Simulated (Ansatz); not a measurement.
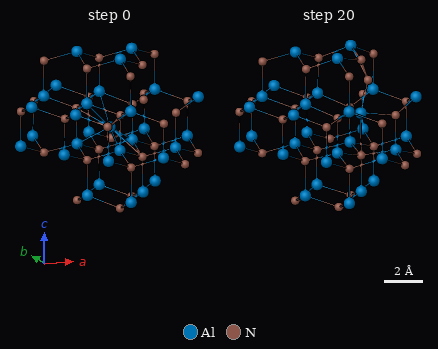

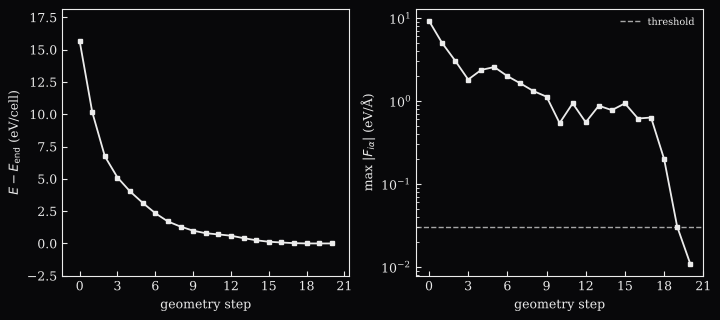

First and last geometry of a relaxation of a defect cell of composition Al48N49 (cell charge +1), with the history of the run. A ball-and-stick model of the atoms within 5.0 Å of the atom that moves most (axes of the cell of the calculation (origin shifted)), seen slightly off an axis.

These are results of Ansatz, DFT, PBEsol, PAW, plane waves, not measurements. Set-up: plane-wave cutoff 420 eV; k-point mesh 1 × 1 × 1; mesh shifted by (0.25, 0.25, 0.25); collinear spin; atoms relaxed in a fixed cell; force threshold 0.03 eV/Å; at most 80 steps.

### Read the history and describe the run.

It converged. The atom that moves furthest is an Al atom (1.93 Å along [2 −1 1]). By element the largest moves are Al 1.93 Å, N 1.11 Å. The lattice vectors keep their values. Some distances before and after: Al–Al 2.040 → 4.021 Å, Al–N 3.719 → 1.899 Å, Al–N 2.066 → 3.577 Å, N–N 1.911 → 2.977 Å. New bonds form: Al–N (2.40 → 1.80 Å), Al–N (3.06 → 2.35 Å), Al–N (3.72 → 1.90 Å), N–N (1.90 → 1.30 Å). Bonds break: Al–Al (2.01 → 2.71 Å), Al–Al (2.02 → 2.67 Å), Al–Al (2.04 → 4.02 Å), Al–Al (2.38 → 3.16 Å). Bond angles that change, for instance: Al–N–Al 169.4° → 114.0°, Al–N–Al 167.9° → 115.9°, Al–N–Al 132.7° → 179.9°. After 20 geometry steps the energy has fallen by 15.662 eV per cell of the calculation. Largest force component: 9.2 eV/Å at the start, 0.011 eV/Å at the end. The program noted that the starting moments weren't kept. The run may lie on a higher electronic state than the lowest, so the end point isn't shown to be the ground-state structure.

Limits of the set-up: the cell is charged, on a uniform background, and energies carry no finite-size correction.
